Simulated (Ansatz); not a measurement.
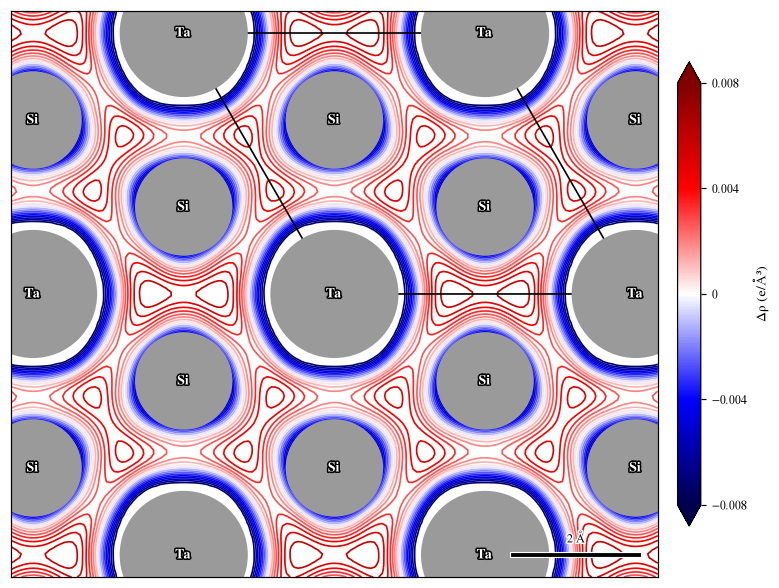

TaSi2: difference of two self-consistent densities at the same geometry, ρ(r2SCAN) − ρ(PBEsol), on the (001) plane of the conventional cell. Grey discs cover the cores, where the PAW densities can't be compared. Cores are masked to 1.0 Å (Ta) and 0.8 Å (Si).

Space group P6_222; not relaxed (largest force 0.8 eV/Å). Spin-orbit coupling, left out here, splits and shifts the levels of such heavy elements, by tenths of an eV up to several eV.

Both runs: Ansatz, scalar-relativistic, plane waves and PAW, same cutoff, k-points and PAW files (made with PBE).

```
Ta Si
1.0
     4.78000    0.00000    0.00000
    -2.39000    4.13960    0.00000
     0.00000    0.00000    6.56400
Ta Si
3 6
Direct
  0.50000 0.00000 0.50000
  0.50000 0.50000 0.83333
  0.00000 0.50000 0.16667
  0.16665 0.33330 0.50000
  0.83335 0.16665 0.83333
  0.66670 0.83335 0.16667
  0.83335 0.66670 0.50000
  0.16665 0.83335 0.83333
  0.33330 0.16665 0.16667
```

### How does the change of level move the electrons?

Against PBEsol, and outside the masked cores, the largest gain, 0.008 e/Å³, lies 1.3 Å from a silicon nucleus and 1.8 Å from a tantalum one, and the largest loss lies at the edge of the masked core of Ta.
- Bader charges are Ta +0.78 and Si −0.39 e with PBEsol and Ta +0.95 and Si −0.48 e with r2SCAN. Among metals such charges hang on how the charge between the atoms is shared out.
- At this volume the pressure is −1 GPa with PBEsol and 0 GPa with r2SCAN.
